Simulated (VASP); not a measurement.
# Run report: Si, phonon dispersion calculation (part 4 of 5)

Si (I4₁/amd, 16 atoms in the cell); Kohn-Sham DFT of a periodic cell, LDA, VASP PAW LDA potentials, recommended, no spin polarisation (VASP 6.6.1); cutoff 520 eV, 4×4×4 k-mesh, Gaussian smearing of 0.02 eV. The structure derives from a Materials Project entry.

Geometry of the input (Å; fractional positions):
```
-4.7427  4.7427  2.6585
4.7427  -4.7427  2.6585
4.7427  4.7427  -2.6585
Si 0.2500  0.2500  0.0000
Si 0.2500  0.2500  0.5000
Si 0.2500  0.7500  0.0000
Si 0.2500  0.7500  0.5000
Si 0.7500  0.2500  0.0000
Si 0.7500  0.2500  0.5000
Si 0.7500  0.7500  0.0000
Si 0.7500  0.7500  0.5000
Si 0.1250  0.3750  0.2500
Si 0.1250  0.3750  0.7500
Si 0.1250  0.8750  0.2500
Si 0.1250  0.8750  0.7500
Si 0.6250  0.3750  0.2500
Si 0.6250  0.3750  0.7500
Si 0.6250  0.8750  0.2500
Si 0.6250  0.8750  0.7500
```

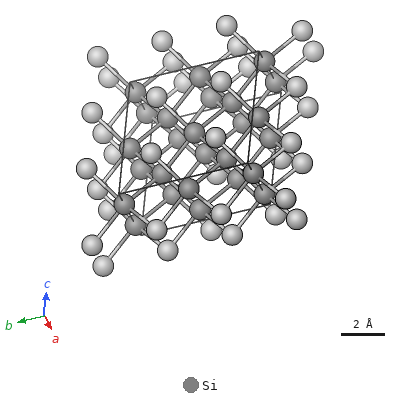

Figure 1. The structure as given in the input (ball-and-stick view of the reduced cell, seen at an oblique angle; neighbours outside the cell are drawn fainter).

Parts of OUTCAR, continued
```
 q-point No.           q_x           q_y           q_z  q-path length
           6      0.000000      0.000000      0.357143       0.106495
  frequencies
   [THz]           2.059914      2.628179      6.521282      7.488744      9.208195     10.114357
   [2Pi THz]      12.942822     16.513338     40.974425     47.053167     57.856798     63.550378
   [cm-1]         68.711336     87.666628    217.526562    249.797617    307.152339    337.378629
   [meV]           8.519116     10.869272     26.969844     30.970943     38.082019     41.829600

 q-point No.           q_x           q_y           q_z  q-path length
           7      0.000000      0.000000      0.428571       0.127793
  frequencies
   [THz]           2.317592      2.609183      7.327901      8.471748      8.685837      9.771094
   [2Pi THz]      14.561858     16.393980     46.042559     53.229560     54.574720     61.393592
   [cm-1]         77.306535     87.032976    244.432464    282.587082    289.728321    325.928604
   [meV]           9.584785     10.790709     30.305749     35.036317     35.921717     40.409979

 q-point No.           q_x           q_y           q_z  q-path length
           8      0.000000      0.000000      0.500000       0.149092
  frequencies
   [THz]           2.502627      2.502627      8.056447      8.056447      9.230603      9.230603
   [2Pi THz]      15.724468     15.724468     50.620150     50.620150     57.997586     57.997586
   [cm-1]         83.478647     83.478647    268.734150    268.734150    307.899759    307.899759
   [meV]          10.350028     10.350028     33.318773     33.318773     38.174688     38.174688

 q-point No.           q_x           q_y           q_z  q-path length
           9      0.000000      0.000000      0.500000       0.149092
  frequencies
   [THz]           2.502627      2.502627      8.056447      8.056447      9.230603      9.230603
   [2Pi THz]      15.724468     15.724468     50.620150     50.620150     57.997586     57.997586
   [cm-1]         83.478647     83.478647    268.734150    268.734150    307.899759    307.899759
   [meV]          10.350028     10.350028     33.318773     33.318773     38.174688     38.174688

 q-point No.           q_x           q_y           q_z  q-path length
          10     -0.071429      0.071429      0.500000       0.170391
  frequencies
   [THz]           2.637930      2.637930      7.812830      7.812830      9.370213      9.370213
   [2Pi THz]      16.574605     16.574605     49.089457     49.089457     58.874787     58.874787
   [cm-1]         87.991886     87.991886    260.607949    260.607949    312.556676    312.556676
   [meV]          10.909599     10.909599     32.311253     32.311253     38.752072     38.752072

 q-point No.           q_x           q_y           q_z  q-path length
          11     -0.142857      0.142857      0.500000       0.191690
  frequencies
   [THz]           2.984405      2.984405      7.264086      7.264086      9.618680      9.618680
   [2Pi THz]      18.751569     18.751569     45.641600     45.641600     60.435952     60.435952
   [cm-1]         99.549035     99.549035    242.303837    242.303837    320.844645    320.844645
   [meV]          12.342502     12.342502     30.041833     30.041833     39.779648     39.779648

 q-point No.           q_x           q_y           q_z  q-path length
          12     -0.214286      0.214286      0.500000       0.212989
  frequencies
   [THz]           3.422131      3.422131      6.583996      6.583996      9.839213      9.839213
   [2Pi THz]      21.501885     21.501885     41.368468     41.368468     61.821596     61.821596
   [cm-1]        114.150012    114.150012    219.618476    219.618476    328.200808    328.200808
   [meV]          14.152791     14.152791     27.229208     27.229208     40.691696     40.691696

 q-point No.           q_x           q_y           q_z  q-path length
          13     -0.285714      0.285714      0.500000       0.234288
  frequencies
   [THz]           3.842418      3.842418      5.868991      5.868991     10.004151     10.004151
   [2Pi THz]      24.142621     24.142621     36.875958     36.875958     62.857936     62.857936
   [cm-1]        128.169252    128.169252    195.768467    195.768467    333.702566    333.702566
   [meV]          15.890955     15.890955     24.272186     24.272186     41.373827     41.373827

 q-point No.           q_x           q_y           q_z  q-path length
          14     -0.357143      0.357143      0.500000       0.255587
  frequencies
   [THz]           4.153314      4.153314      5.236362      5.236362     10.114358     10.114358
   [2Pi THz]      26.096039     26.096039     32.901030     32.901030     63.550384     63.550384
   [cm-1]        138.539628    138.539628    174.666223    174.666223    337.378659    337.378659
   [meV]          17.176717     17.176717     21.655842     21.655842     41.829604     41.829604

 q-point No.           q_x           q_y           q_z  q-path length
          15     -0.428571      0.428571      0.500000       0.276886
  frequencies
   [THz]           4.244995      4.244995      4.876574      4.876574     10.176519     10.176519
   [2Pi THz]      26.672088     26.672088     30.640416     30.640416     63.940952     63.940952
   [cm-1]        141.597778    141.597778    162.664987    162.664987    339.452123    339.452123
   [meV]          17.555879     17.555879     20.167879     20.167879     42.086680     42.086680

 q-point No.           q_x           q_y           q_z  q-path length
          16     -0.500000      0.500000      0.500000       0.298185
  frequencies
   [THz]           4.197273      4.197273      4.816985      4.816985     10.196490     10.196490
   [2Pi THz]      26.372246     26.372246     30.266008     30.266008     64.066438     64.066438
   [cm-1]        140.005969    140.005969    160.677319    160.677319    340.118306    340.118306
   [meV]          17.358520     17.358520     19.921440     19.921440     42.169277     42.169277

 q-point No.           q_x           q_y           q_z  q-path length
          17     -0.500000      0.500000      0.500000       0.298185
  frequencies
   [THz]           4.197273      4.197273      4.816985      4.816985     10.196490     10.196490
   [2Pi THz]      26.372246     26.372246     30.266008     30.266008     64.066438     64.066438
   [cm-1]        140.005969    140.005969    160.677319    160.677319    340.118306    340.118306
   [meV]          17.358520     17.358520     19.921440     19.921440     42.169277     42.169277

 q-point No.           q_x           q_y           q_z  q-path length
          18     -0.428571      0.428571      0.428571       0.328306
  frequencies
   [THz]           4.217040      4.281544      4.697663      5.218798     10.025350     10.280164
   [2Pi THz]      26.496446     26.901735     29.516284     32.790675     62.991132     64.592178
   [cm-1]        140.665326    142.816938    156.697156    174.080362    334.409680    342.909374
   [meV]          17.440270     17.707036     19.427963     21.583204     41.461497     42.515325

 q-point No.           q_x           q_y           q_z  q-path length
          19     -0.357143      0.357143      0.357143       0.358427
  frequencies
   [THz]           3.803722      4.380813      4.410558      6.464607      9.485858     10.469092
   [2Pi THz]      23.899489     27.525461     27.712353     40.618324     59.601405     65.779248
   [cm-1]        126.878501    146.128201    147.120377    215.636082    316.414173    349.211336
   [meV]          15.730922     18.117580     18.240594     26.735455     39.230340     43.296668

 q-point No.           q_x           q_y           q_z  q-path length
          20     -0.285714      0.285714      0.285714       0.388548
  frequencies
   [THz]           3.105120      3.972476      4.333641      7.841804      8.524013     10.628903
   [2Pi THz]      19.510047     24.959803     27.229072     49.271508     53.557953     66.783369
   [cm-1]        103.575669    132.507536    144.554717    261.574429    284.330470    354.542050
   [meV]          12.841741     16.428833     17.922493     32.431081     35.252469     43.957592

 q-point No.           q_x           q_y           q_z  q-path length
          21     -0.214286      0.214286      0.214286       0.418669
  frequencies
   [THz]           2.279194      3.586157      3.854902      7.118652      8.975595     10.655618
   [2Pi THz]      14.320596     22.532489     24.221067     44.727811     56.395325     66.951224
   [cm-1]         76.025718    119.621322    128.585707    237.452678    299.393616    355.433168
   [meV]           9.425983     14.831147     15.942589     29.440367     37.120061     44.068077

 q-point No.           q_x           q_y           q_z  q-path length
          22     -0.142857      0.142857      0.142857       0.448791
  frequencies
   [THz]           1.447787      2.910144      3.198103      5.400624      9.753394     10.544910
   [2Pi THz]       9.096715     18.284973     20.094276     33.933121     61.282383     66.255623
   [cm-1]         48.292983     97.071948    106.677247    180.145422    325.338212    351.740335
   [meV]           5.987564     12.035382     13.226287     22.335176     40.336779     43.610224

 q-point No.           q_x           q_y           q_z  q-path length
          23     -0.071429      0.071429      0.071429       0.478912
  frequencies
   [THz]           0.688147      1.568170      2.131020      4.147491     10.185400     10.391538
   [2Pi THz]       4.323752      9.853104     13.389596     26.059452     63.996755     65.291959
   [cm-1]         22.954098     52.308528     71.083187    138.345398    339.748371    346.624398
   [meV]           2.845944      6.485428      8.813188     17.152636     42.123410     42.975929

 q-point No.           q_x           q_y           q_z  q-path length
          24      0.000000      0.000000      0.000000       0.509033
  frequencies
   [THz]          -0.000000     -0.000000      0.000000      3.905874     10.321035     10.321035
   [2Pi THz]      -0.000001     -0.000001      0.000001     24.541327     64.848973     64.848973
   [cm-1]         -0.000005     -0.000004      0.000003    130.285919    344.272656    344.272656
   [meV]          -0.000001     -0.000000      0.000000     16.153388     42.684350     42.684350

 q-point No.           q_x           q_y           q_z  q-path length
          25      0.000000      0.000000      0.000000       0.509033
  frequencies
   [THz]          -0.000000     -0.000000      0.000000      3.905874     10.321035     10.321035
   [2Pi THz]      -0.000001     -0.000001      0.000001     24.541327     64.848973     64.848973
   [cm-1]         -0.000005     -0.000004      0.000003    130.285919    344.272656    344.272656
   [meV]          -0.000001     -0.000000      0.000000     16.153388     42.684350     42.684350

 q-point No.           q_x           q_y           q_z  q-path length
          26      0.046936      0.046936     -0.046936       0.544343
  frequencies
   [THz]           0.798423      0.798423      1.469401      4.131857     10.292220     10.292220
   [2Pi THz]       5.016643      5.016643      9.232517     25.961223     64.667926     64.667926
   [cm-1]         26.632541     26.632541     49.013931    137.823916    343.311510    343.311510
   [meV]           3.302013      3.302013      6.076950     17.087980     42.565183     42.565183

 q-point No.           q_x           q_y           q_z  q-path length
          27      0.093872      0.093872     -0.093872       0.579653
  frequencies
   [THz]           1.556132      1.556132      2.833489      4.685625     10.214861     10.214861
   [2Pi THz]       9.777466      9.777466     17.803338     29.440652     64.181861     64.181861
   [cm-1]         51.906980     51.906980     94.515027    156.295636    340.731072    340.731072
   [meV]           6.435642      6.435642     11.718365     19.378180     42.245250     42.245250

 q-point No.           q_x           q_y           q_z  q-path length
          28      0.140809      0.140809     -0.140809       0.614963
  frequencies
   [THz]           2.235474      2.235474      3.997464      5.328481     10.113895     10.113895
   [2Pi THz]      14.045898     14.045898     25.116808     33.479832     63.547477     63.547477
   [cm-1]         74.567388     74.567388    133.341052    177.738988    337.363229    337.363229
   [meV]           9.245174      9.245174     16.532176     22.036816     41.827691     41.827691

 q-point No.           q_x           q_y           q_z  q-path length
          29      0.187745      0.187745     -0.187745       0.650272
  frequencies
   [THz]           2.806920      2.806920      4.886956      5.867450     10.022764     10.022764
   [2Pi THz]      17.636397     17.636397     30.705647     36.866275     62.974881     62.974881
   [cm-1]         93.628767     93.628767    163.011290    195.717065    334.323406    334.323406
   [meV]          11.608482     11.608482     20.210815     24.265812     41.450801     41.450801

 q-point No.           q_x           q_y           q_z  q-path length
          30      0.234681      0.234681     -0.234681       0.685582
  frequencies
   [THz]           3.256284      3.256284      5.456917      6.188320      9.971206      9.971206
   [2Pi THz]      20.459833     20.459833     34.286820     38.882363     62.650934     62.650934
   [cm-1]        108.617929    108.617929    182.023155    206.420145    332.603626    332.603626
   [meV]          13.466901     13.466901     22.567985     25.592825     41.237575     41.237575

 q-point No.           q_x           q_y           q_z  q-path length
          31      0.281617      0.281617     -0.281617       0.720892
  frequencies
   [THz]           3.589847      3.589847      5.699345      6.244974      9.972480      9.972480
   [2Pi THz]      22.555672     22.555672     35.810039     39.238327     62.658938     62.658938
   [cm-1]        119.744394    119.744394    190.109677    208.309902    332.646118    332.646118
   [meV]          14.846406     14.846406     23.570585     25.827125     41.242844     41.242844

 q-point No.           q_x           q_y           q_z  q-path length
          32      0.328553      0.328553     -0.328553       0.756202
  frequencies
   [THz]           3.830177      3.830177      5.650023      6.050735     10.018339     10.018339
   [2Pi THz]      24.065714     24.065714     35.500141     38.017890     62.947079     62.947079
   [cm-1]        127.760963    127.760963    188.464478    201.830801    334.175813    334.175813
   [meV]          15.840333     15.840333     23.366607     25.023819     41.432502     41.432502

 q-point No.           q_x           q_y           q_z  q-path length
          33      0.328553      0.328553     -0.328553       0.756202
  frequencies
   [THz]           3.830177      3.830177      5.650023      6.050735     10.018339     10.018339
   [2Pi THz]      24.065714     24.065714     35.500141     38.017890     62.947079     62.947079
   [cm-1]        127.760963    127.760963    188.464478    201.830801    334.175813    334.175813
   [meV]          15.840333     15.840333     23.366607     25.023819     41.432502     41.432502

 q-point No.           q_x           q_y           q_z  q-path length
          34      0.317331      0.317331     -0.245903       0.779113
  frequencies
   [THz]           3.719964      3.951791      5.587397      6.267600      9.981521     10.046857
   [2Pi THz]      23.373226     24.829836     35.106649     39.380490     62.715747     63.126264
   [cm-1]        124.084657    131.817563    186.375494    209.064621    332.947709    335.127074
   [meV]          15.384530     16.343287     23.107606     25.920698     41.280236     41.550443

 q-point No.           q_x           q_y           q_z  q-path length
          35      0.306109      0.306109     -0.163252       0.802024
  frequencies
   [THz]           3.494738      4.232268      5.461237      6.735593      9.900692     10.143038
   [2Pi THz]      21.958088     26.592124     34.313963     42.320976     62.207881     63.730587
   [cm-1]        116.571922    141.173265    182.167252    224.675183    330.251530    338.335331
   [meV]          14.453070     17.503246     22.585850     27.856160     40.945953     41.948216

 q-point No.           q_x           q_y           q_z  q-path length
          36      0.294888      0.294888     -0.080602       0.824935
  frequencies
   [THz]           3.187799      4.131618      5.749861      7.359819      9.772566     10.248275
   [2Pi THz]      20.029533     25.959720     36.127441     46.243109     61.402844     64.391811
   [cm-1]        106.333535    137.815937    191.794714    245.497151    325.977719    341.845660
   [meV]          13.183672     17.086991     23.779503     30.437754     40.416068     42.383441

 q-point No.           q_x           q_y           q_z  q-path length
          37      0.283666      0.283666      0.002049       0.847846
  frequencies
   [THz]           2.854966      3.646176      6.428174      8.032574      9.591641     10.297853
   [2Pi THz]      17.938281     22.909598     40.389406     50.470153     60.266057     64.703318
   [cm-1]         95.231420    121.623330    214.420791    267.937840    319.942704    343.499400
   [meV]          11.807186     15.079364     26.584778     33.220043     39.667822     42.588479

 q-point No.           q_x           q_y           q_z  q-path length
          38      0.272444      0.272444      0.084699       0.870757
  frequencies
   [THz]           2.570367      3.105085      7.178615      8.640424      9.372474     10.244015
   [2Pi THz]      16.150090     19.509825     45.104571     54.289386     58.888991     64.365043
   [cm-1]         85.738205    103.574492    239.452838    288.213526    312.632081    341.703552
   [meV]          10.630178     12.841595     29.688355     35.733907     38.761421     42.365822

 q-point No.           q_x           q_y           q_z  q-path length
          39      0.261222      0.261222      0.167350       0.893668
  frequencies
   [THz]           2.415376      2.671671      7.875503      8.819020      9.404365     10.062273
   [2Pi THz]      15.176258     16.786603     49.483247     55.411535     59.089368     63.223124
   [cm-1]         80.568287     89.117349    262.698515    294.170832    313.695852    335.641289
   [meV]           9.989190     11.049138     32.570450     36.472518     38.893311     41.614197

 q-point No.           q_x           q_y           q_z  q-path length
          40      0.250000      0.250000      0.250000       0.916579
  frequencies
   [THz]           2.441199      2.441199      8.443481      8.443481      9.764135      9.764135
   [2Pi THz]      15.338503     15.338503     53.051957     53.051957     61.349867     61.349867
   [cm-1]         81.429621     81.429621    281.644220    281.644220    325.696473    325.696473
   [meV]          10.095982     10.095982     34.919417     34.919417     40.381198     40.381198

 q-point No.           q_x           q_y           q_z  q-path length
          41      0.250000      0.250000      0.250000       0.916579
  frequencies
   [THz]           2.441199      2.441199      8.443481      8.443481      9.764135      9.764135
   [2Pi THz]      15.338503     15.338503     53.051957     53.051957     61.349867     61.349867
   [cm-1]         81.429621     81.429621    281.644220    281.644220    325.696473    325.696473
   [meV]          10.095982     10.095982     34.919417     34.919417     40.381198     40.381198
```
